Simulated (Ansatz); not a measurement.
**RuSi$_{47}$ (charge +1): geometry relaxation (part 2 of 3)**

Continued. System: RuSi$_{47}$ (defect cell, 48 atoms in the cell, total charge +1). Method: DFT PBE, scalar-relativistic, plane waves, PAW, spin-polarised (Ansatz 0.2.0); cutoff 420 eV, 2×2×2 k-mesh, Gaussian smearing of 0.02 eV, collinear spins. The structure derives from a Materials Project entry. It belongs to a series of runs on one base structure; here: Ru on a Si site (f), charge +1, atoms relaxed at the host's cell, started again with a moment of 3 μB.

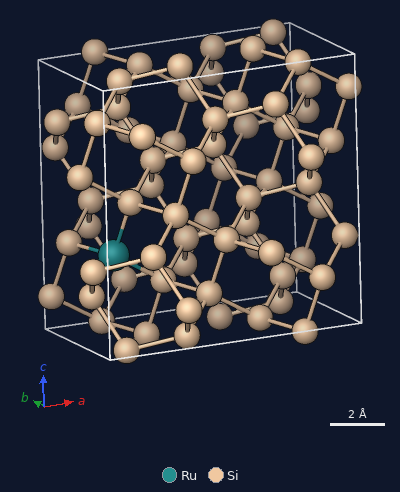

Figure 1. The geometry at step 2 of the log (ball-and-stick view of the cell of the calculation, seen slightly off an axis).

**Output, continued**
```
  k-point 0 ↑: bands = ["-65.5687", "-35.6648", "-35.6435", "-35.6435", "-5.4230", "-4.7129", "-4.6933", "-4.6077", "-4.1978", "-4.1798", "-4.1106", "-3.9267", "-3.7061", "-3.6878", "-3.5782", "-3.3310", "-3.3299", "-3.1457", "-2.5665", "-2.5431", "-2.5427", "-2.5253", "-2.4083", "-2.3039", "-2.2623", "-2.1822", "-2.1798", "-1.6874", "-1.1781", "-1.1735", "-1.0685", "-0.8518", "-0.7127", "-0.5265", "-0.5085", "-0.3296", "-0.1873", "-0.0973", "0.0285", "0.0307", "0.2525", "0.5196", "0.8450", "0.8691", "1.2287", "1.4041", "1.5496", "1.5517", "1.8693", "2.0173", "2.0256", "2.0820", "2.2269", "2.2958", "2.5495", "2.5813", "2.6580", "2.7253", "2.7269", "2.9341", "3.0241", "3.0404", "3.0938", "3.1074", "3.1532", "3.1929", "3.2559", "3.3228", "3.4626", "3.5044", "3.5403", "3.5829", "3.6892", "3.7090", "3.7232", "3.8737", "3.9235", "3.9569", "3.9980", "4.0880", "4.1058", "4.1553", "4.2089", "4.2317", "4.2881", "4.3669", "4.4367", "4.4474", "4.6387", "4.6610", "4.6630", "4.7313", "4.7854", "4.8532", "4.8858", "4.9218", "4.9667", "4.9944", "5.4394", "5.5185", "5.8048", "5.8386", "6.7999", "7.0430", "7.0599", "7.2177", "7.3421", "7.3428", "7.5519", "7.7313", "7.7333", "7.7513", "7.9474", "8.3072", "8.3108", "8.6045", "8.6499", "8.6638", "8.7360", "8.7693", "8.7934", "8.8026", "8.8771", "8.9573", "8.9743", "8.9884", "9.0693", "9.0759", "9.1016", "9.1462", "9.4423", "9.4820", "9.5047", "9.5101", "9.6560", "9.7197", "9.7243", "9.7253", "9.7913", "9.7958", "9.8938", "9.8965", "9.8979", "9.9975", "10.0105", "10.0744", "10.1566", "10.1862", "10.2684", "10.3293", "10.3362"]
  k-point 1 ↑: bands = ["-65.5687", "-35.6647", "-35.6435", "-35.6435", "-5.3637", "-4.8522", "-4.7569", "-4.6756", "-4.3341", "-4.0703", "-3.9844", "-3.5733", "-3.5415", "-3.4725", "-3.4270", "-3.3199", "-3.2905", "-3.2514", "-3.1565", "-3.0931", "-2.8945", "-2.6633", "-2.3777", "-2.1769", "-2.0938", "-1.9782", "-1.9263", "-1.6075", "-1.1000", "-1.0328", "-0.9346", "-0.8954", "-0.8422", "-0.6258", "-0.4831", "-0.3579", "-0.1756", "-0.0156", "0.2453", "0.3126", "0.3542", "0.3870", "0.5481", "0.6056", "1.1158", "1.4014", "1.4966", "1.7344", "1.7902", "1.8782", "2.0805", "2.1228", "2.1682", "2.3898", "2.4665", "2.5311", "2.6253", "2.6316", "2.7333", "2.7738", "2.8397", "2.9956", "3.0659", "3.1605", "3.2090", "3.2339", "3.2387", "3.3358", "3.4106", "3.4881", "3.5652", "3.6636", "3.7075", "3.7727", "3.8028", "3.9228", "3.9595", "4.0099", "4.0812", "4.1266", "4.1679", "4.2065", "4.2603", "4.3163", "4.3367", "4.3721", "4.4128", "4.4258", "4.5249", "4.5550", "4.6789", "4.7955", "4.8228", "4.8652", "4.9448", "5.0059", "5.1319", "5.2140", "5.4116", "5.4416", "5.5734", "5.7718", "6.8733", "7.0076", "7.0580", "7.3941", "7.5637", "7.6528", "7.7122", "7.7730", "7.8133", "7.9217", "8.1461", "8.2697", "8.3444", "8.4253", "8.4518", "8.5252", "8.5455", "8.5916", "8.6532", "8.6952", "8.7465", "8.7778", "8.8279", "8.8701", "8.8892", "8.9417", "8.9814", "9.0311", "9.1105", "9.1510", "9.2149", "9.2941", "9.3794", "9.4340", "9.4618", "9.5277", "9.6338", "9.6524", "9.7081", "9.7875", "9.8818", "9.9211", "10.0450", "10.1623", "10.2521", "10.2958", "10.3842", "10.4485", "10.4958"]
  k-point 0 ↓: bands = ["-65.5687", "-35.6647", "-35.6434", "-35.6434", "-5.4230", "-4.7129", "-4.6933", "-4.6077", "-4.1978", "-4.1798", "-4.1106", "-3.9267", "-3.7061", "-3.6878", "-3.5782", "-3.3310", "-3.3299", "-3.1457", "-2.5665", "-2.5431", "-2.5427", "-2.5253", "-2.4083", "-2.3039", "-2.2623", "-2.1822", "-2.1798", "-1.6874", "-1.1780", "-1.1735", "-1.0685", "-0.8518", "-0.7127", "-0.5265", "-0.5085", "-0.3296", "-0.1873", "-0.0973", "0.0285", "0.0307", "0.2525", "0.5196", "0.8450", "0.8691", "1.2287", "1.4041", "1.5496", "1.5517", "1.8693", "2.0173", "2.0256", "2.0820", "2.2269", "2.2958", "2.5495", "2.5813", "2.6580", "2.7253", "2.7269", "2.9341", "3.0241", "3.0404", "3.0938", "3.1074", "3.1533", "3.1929", "3.2559", "3.3228", "3.4626", "3.5044", "3.5403", "3.5829", "3.6892", "3.7090", "3.7232", "3.8737", "3.9235", "3.9570", "3.9980", "4.0880", "4.1059", "4.1553", "4.2089", "4.2317", "4.2882", "4.3669", "4.4367", "4.4474", "4.6387", "4.6611", "4.6630", "4.7313", "4.7854", "4.8532", "4.8858", "4.9218", "4.9667", "4.9944", "5.4394", "5.5185", "5.8048", "5.8386", "6.7999", "7.0430", "7.0599", "7.2177", "7.3421", "7.3428", "7.5519", "7.7313", "7.7333", "7.7513", "7.9474", "8.3073", "8.3108", "8.6045", "8.6499", "8.6638", "8.7360", "8.7693", "8.7934", "8.8026", "8.8771", "8.9573", "8.9743", "8.9884", "9.0693", "9.0759", "9.1016", "9.1462", "9.4423", "9.4820", "9.5047", "9.5101", "9.6560", "9.7197", "9.7244", "9.7253", "9.7913", "9.7958", "9.8938", "9.8965", "9.8979", "9.9975", "10.0105", "10.0744", "10.1566", "10.1862", "10.2684", "10.3293", "10.3362"]
  k-point 1 ↓: bands = ["-65.5687", "-35.6647", "-35.6434", "-35.6434", "-5.3637", "-4.8522", "-4.7569", "-4.6756", "-4.3341", "-4.0703", "-3.9844", "-3.5733", "-3.5415", "-3.4725", "-3.4270", "-3.3199", "-3.2905", "-3.2514", "-3.1565", "-3.0931", "-2.8945", "-2.6633", "-2.3777", "-2.1769", "-2.0938", "-1.9782", "-1.9263", "-1.6075", "-1.1000", "-1.0328", "-0.9346", "-0.8954", "-0.8422", "-0.6258", "-0.4831", "-0.3579", "-0.1756", "-0.0156", "0.2453", "0.3126", "0.3542", "0.3870", "0.5481", "0.6056", "1.1158", "1.4014", "1.4966", "1.7344", "1.7902", "1.8782", "2.0805", "2.1228", "2.1682", "2.3898", "2.4665", "2.5311", "2.6253", "2.6316", "2.7333", "2.7738", "2.8397", "2.9956", "3.0659", "3.1605", "3.2090", "3.2340", "3.2387", "3.3358", "3.4106", "3.4881", "3.5652", "3.6636", "3.7075", "3.7728", "3.8028", "3.9228", "3.9595", "4.0099", "4.0812", "4.1266", "4.1679", "4.2065", "4.2603", "4.3163", "4.3367", "4.3721", "4.4128", "4.4258", "4.5249", "4.5550", "4.6789", "4.7956", "4.8228", "4.8652", "4.9448", "5.0059", "5.1319", "5.2140", "5.4116", "5.4416", "5.5734", "5.7718", "6.8733", "7.0076", "7.0580", "7.3941", "7.5637", "7.6528", "7.7122", "7.7730", "7.8133", "7.9217", "8.1461", "8.2697", "8.3444", "8.4253", "8.4518", "8.5252", "8.5455", "8.5916", "8.6532", "8.6952", "8.7465", "8.7778", "8.8279", "8.8701", "8.8892", "8.9417", "8.9814", "9.0311", "9.1105", "9.1510", "9.2149", "9.2941", "9.3794", "9.4340", "9.4618", "9.5277", "9.6338", "9.6524", "9.7081", "9.7875", "9.8818", "9.9211", "10.0451", "10.1623", "10.2521", "10.2958", "10.3842", "10.4485", "10.4958"]
--- Relaxed structure (2 steps of the walk, 2 accepted, 0 SCFs on fresh bases) ---
  F+E_penalty+E_count = -35765.97043854 eV   max|allowed force component| = 1.316e-3 eV/Å
  atoms:
    - { symbol: Ru, position: [0.1471847238, 0.48051805713333334, 0.31385139046666666] }
    - { symbol: Si, position: [0.31113856786666666, 0.6454816231666667, 0.9787787566333332] }
    - { symbol: Si, position: [0.9786058473666668, 0.31283857973333346, 0.6453687717333334] }
    - { symbol: Si, position: [0.8121120899666668, 0.6444719012000001, 0.47881495650000006] }
    - { symbol: Si, position: [0.4787021050666666, 0.31193918070000004, 0.1461719130666668] }
    - { symbol: Si, position: [0.6453618571666668, 0.4790451079, 0.8124461720333334] }
    - { symbol: Si, position: [0.31214828983333326, 0.1454454233, 0.47780523453333335] }
    - { symbol: Si, position: [0.9795052463999999, 0.8120354383999998, 0.1452725140333333] }
    - { symbol: Si, position: [0.14571177456666667, 0.9791128386999999, 0.8120285238333333] }
    - { symbol: Si, position: [0.6457795053666667, 0.9786951905000001, 0.3123784412333333] }
    - { symbol: Si, position: [0.8121139321333335, 0.14544726546666686, 0.9787805988] }
    - { symbol: Si, position: [0.4789049165666666, 0.8122382499, 0.6455715832333333] }
    - { symbol: Si, position: [0.14556951163333348, 0.31253463246666674, 0.9797678109666667] }
    - { symbol: Si, position: [0.31168430999999996, 0.47856986379999994, 0.6447641877333333] }
    - { symbol: Si, position: [0.9792012991333334, 0.1464344776333334, 0.31223617830000017] }
    - { symbol: Si, position: [0.8131011442999999, 0.4789028449666667, 0.14586796580000005] }
    - { symbol: Si, position: [0.4784952998333333, 0.14530784246666673, 0.8118661091999999] }
    - { symbol: Si, position: [0.6452458692999999, 0.3115314779000001, 0.47875042106666676] }
    - { symbol: Si, position: [0.3120837544, 0.9785792026333333, 0.1448648112333334] }
    - { symbol: Si, position: [0.9781981445666668, 0.6454170877333334, 0.8119125359666667] }
    - { symbol: Si, position: [0.14523653046666668, 0.8114308543999997, 0.4783509766666667] }
    - { symbol: Si, position: [0.6451994425333334, 0.8118286331666665, 0.9786411757999999] }
    - { symbol: Si, position: [0.8119745091333335, 0.9785327758666666, 0.6451619665] }
    - { symbol: Si, position: [0.47809752106666664, 0.6450176433333333, 0.3119031971333335] }
    - { symbol: Si, position: [0.02467957509999999, 0.35801290843333333, 0.19134624176666676] }
    - { symbol: Si, position: [0.18758091799999993, 0.5210036221333332, 0.8539746832666666] }
    - { symbol: Si, position: [0.8545698499000001, 0.18797545180000008, 0.5217507799333333] }
    - { symbol: Si, position: [0.6873080166000001, 0.5209142513333334, 0.35433695546666677] }
    - { symbol: Si, position: [0.35508411326666667, 0.18790318323333335, 0.021308785133333424] }
    - { symbol: Si, position: [0.5212397606333333, 0.35447700886666667, 0.6878667961333332] }
    - { symbol: Si, position: [0.1876702888, 0.02064134993333336, 0.3542475846666668] }
    - { symbol: Si, position: [0.8546421184666668, 0.6884174466, 0.021236516566666697] }
    - { symbol: Si, position: [0.021143675533333295, 0.8545334628000001, 0.6879064273] }
    - { symbol: Si, position: [0.5212001294666666, 0.8545730939666666, 0.18781034219999998] }
    - { symbol: Si, position: [0.6878738413000001, 0.02120717463333338, 0.8545405079666667] }
    - { symbol: Si, position: [0.35478090593333345, 0.6881142392666666, 0.5214475725999999] }
    - { symbol: Si, position: [0.02118870643333337, 0.18808933259999994, 0.8547315943333333] }
    - { symbol: Si, position: [0.18702532273333344, 0.3559098711, 0.5180711752666667] }
    - { symbol: Si, position: [0.8547559992666667, 0.021398261000000085, 0.18785537310000014] }
    - { symbol: Si, position: [0.6880649276666667, 0.35452203976666674, 0.021422665933333473] }
    - { symbol: Si, position: [0.3543954923666666, 0.021343510899999973, 0.6874663218333333] }
    - { symbol: Si, position: [0.5212612688999999, 0.18699801400000005, 0.3543900039333334] }
    - { symbol: Si, position: [0.1877233372666666, 0.8545946022333333, 0.020331347333333305] }
    - { symbol: Si, position: [0.8536646806666668, 0.5210566705999999, 0.6879279355666666] }
    - { symbol: Si, position: [0.022576537766666682, 0.6847378419333332, 0.3536919894] }
    - { symbol: Si, position: [0.5207996551666667, 0.6877288257000002, 0.8546768442333333] }
    - { symbol: Si, position: [0.6880101775666667, 0.8541329885, 0.5210621590333335] }
    - { symbol: Si, position: [0.3514045085999999, 0.5203586560666666, 0.1892432044333334] }
--- Löwdin populations: 48 sites ---
  site symbol       q [e]    m [muB]
     0     Ru     16.0797     0.0000
     1     Si      3.9537     0.0000
     2     Si      3.9560     0.0000
     3     Si      3.9537     0.0000
     4     Si      3.9560     0.0000
     5     Si      3.9405     0.0000
     6     Si      3.9537     0.0000
     7     Si      3.9560     0.0000
     8     Si      3.9405     0.0000
     9     Si      3.9405     0.0000
    10     Si      3.9390     0.0000
    11     Si      3.9447     0.0000
    12     Si      3.9442     0.0000
    13     Si      3.9444     0.0000
    14     Si      3.9442     0.0000
    15     Si      3.9442     0.0000
    16     Si      3.9399     0.0000
    17     Si      3.9388     0.0000
    18     Si      3.9388     0.0000
    19     Si      3.9388     0.0000
    20     Si      3.9444     0.0000
    21     Si      3.9399     0.0000
    22     Si      3.9399     0.0000
    23     Si      3.9444     0.0000
    24     Si      3.9022     0.0000
    25     Si      3.9362     0.0000
    26     Si      3.9352     0.0000
    27     Si      3.9362     0.0000
    28     Si      3.9352     0.0000
    29     Si      3.9379     0.0000
    30     Si      3.9362     0.0000
    31     Si      3.9352     0.0000
    32     Si      3.9379     0.0000
    33     Si      3.9379     0.0000
    34     Si      3.9385     0.0000
    35     Si      3.9360     0.0000
    36     Si      3.9352     0.0000
    37     Si      3.8956    -0.0000
    38     Si      3.9352     0.0000
    39     Si      3.9352     0.0000
    40     Si      3.9377     0.0000
    41     Si      3.9414     0.0000
    42     Si      3.9414     0.0000
    43     Si      3.9414     0.0000
    44     Si      3.8956    -0.0000
    45     Si      3.9377     0.0000
    46     Si      3.9377     0.0000
    47     Si      3.8956    -0.0000
  spilling = 0.009112 (of n_electrons = 203.000000)
```

**File populations.tsv**
```
# site	symbol	l	j	q_up	q_dn
# orbitals = lowdin
# n_electrons = 203.000000
# spilling = 0.009112
0	Ru	0_4S	-	0.970500	0.970500
0	Ru	0_5S	-	0.297243	0.297242
0	Ru	1_4P	-	2.982502	2.982502
0	Ru	2_4D	-	3.789608	3.789595
1	Si	0_3S	-	0.603127	0.603126
1	Si	1_3P	-	1.373707	1.373706
2	Si	0_3S	-	0.602692	0.602692
2	Si	1_3P	-	1.375291	1.375289
3	Si	0_3S	-	0.603127	0.603126
3	Si	1_3P	-	1.373707	1.373706
4	Si	0_3S	-	0.602692	0.602692
4	Si	1_3P	-	1.375291	1.375289
5	Si	0_3S	-	0.597897	0.597897
5	Si	1_3P	-	1.372370	1.372369
6	Si	0_3S	-	0.603127	0.603126
6	Si	1_3P	-	1.373707	1.373706
7	Si	0_3S	-	0.602692	0.602692
7	Si	1_3P	-	1.375291	1.375289
8	Si	0_3S	-	0.597897	0.597897
8	Si	1_3P	-	1.372370	1.372369
9	Si	0_3S	-	0.597897	0.597897
9	Si	1_3P	-	1.372370	1.372369
10	Si	0_3S	-	0.598338	0.598338
10	Si	1_3P	-	1.371144	1.371143
11	Si	0_3S	-	0.598419	0.598419
11	Si	1_3P	-	1.373932	1.373931
12	Si	0_3S	-	0.604572	0.604572
12	Si	1_3P	-	1.367516	1.367514
13	Si	0_3S	-	0.604839	0.604839
13	Si	1_3P	-	1.367382	1.367380
14	Si	0_3S	-	0.604572	0.604572
14	Si	1_3P	-	1.367516	1.367514
15	Si	0_3S	-	0.604572	0.604572
15	Si	1_3P	-	1.367516	1.367514
16	Si	0_3S	-	0.598511	0.598511
16	Si	1_3P	-	1.371422	1.371420
17	Si	0_3S	-	0.599049	0.599049
17	Si	1_3P	-	1.370341	1.370339
18	Si	0_3S	-	0.599049	0.599049
18	Si	1_3P	-	1.370341	1.370339
19	Si	0_3S	-	0.599049	0.599049
19	Si	1_3P	-	1.370341	1.370339
20	Si	0_3S	-	0.604839	0.604839
20	Si	1_3P	-	1.367382	1.367380
21	Si	0_3S	-	0.598511	0.598511
21	Si	1_3P	-	1.371422	1.371420
22	Si	0_3S	-	0.598511	0.598511
22	Si	1_3P	-	1.371422	1.371420
23	Si	0_3S	-	0.604839	0.604839
23	Si	1_3P	-	1.367382	1.367380
24	Si	0_3S	-	0.617990	0.617990
24	Si	1_3P	-	1.333129	1.333128
25	Si	0_3S	-	0.599230	0.599230
25	Si	1_3P	-	1.368882	1.368880
26	Si	0_3S	-	0.598720	0.598720
26	Si	1_3P	-	1.368893	1.368891
27	Si	0_3S	-	0.599230	0.599230
27	Si	1_3P	-	1.368882	1.368880
28	Si	0_3S	-	0.598720	0.598720
28	Si	1_3P	-	1.368893	1.368891
29	Si	0_3S	-	0.599702	0.599702
29	Si	1_3P	-	1.369257	1.369256
30	Si	0_3S	-	0.599230	0.599230
30	Si	1_3P	-	1.368882	1.368880
31	Si	0_3S	-	0.598720	0.598720
31	Si	1_3P	-	1.368893	1.368891
32	Si	0_3S	-	0.599702	0.599702
32	Si	1_3P	-	1.369257	1.369256
33	Si	0_3S	-	0.599702	0.599702
33	Si	1_3P	-	1.369257	1.369256
34	Si	0_3S	-	0.599164	0.599164
34	Si	1_3P	-	1.370102	1.370100
35	Si	0_3S	-	0.601875	0.601875
35	Si	1_3P	-	1.366134	1.366133
36	Si	0_3S	-	0.601104	0.601104
36	Si	1_3P	-	1.366512	1.366511
37	Si	0_3S	-	0.615963	0.615963
37	Si	1_3P	-	1.331816	1.331816
38	Si	0_3S	-	0.601104	0.601104
38	Si	1_3P	-	1.366512	1.366511
39	Si	0_3S	-	0.601104	0.601104
39	Si	1_3P	-	1.366512	1.366511
40	Si	0_3S	-	0.599099	0.599099
40	Si	1_3P	-	1.369775	1.369774
41	Si	0_3S	-	0.597039	0.597039
41	Si	1_3P	-	1.373642	1.373641
42	Si	0_3S	-	0.597039	0.597039
42	Si	1_3P	-	1.373642	1.373641
43	Si	0_3S	-	0.597039	0.597039
43	Si	1_3P	-	1.373642	1.373641
44	Si	0_3S	-	0.615963	0.615963
44	Si	1_3P	-	1.331816	1.331816
45	Si	0_3S	-	0.599099	0.599099
45	Si	1_3P	-	1.369775	1.369774
46	Si	0_3S	-	0.599099	0.599099
46	Si	1_3P	-	1.369775	1.369774
47	Si	0_3S	-	0.615963	0.615963
47	Si	1_3P	-	1.331816	1.331816
```
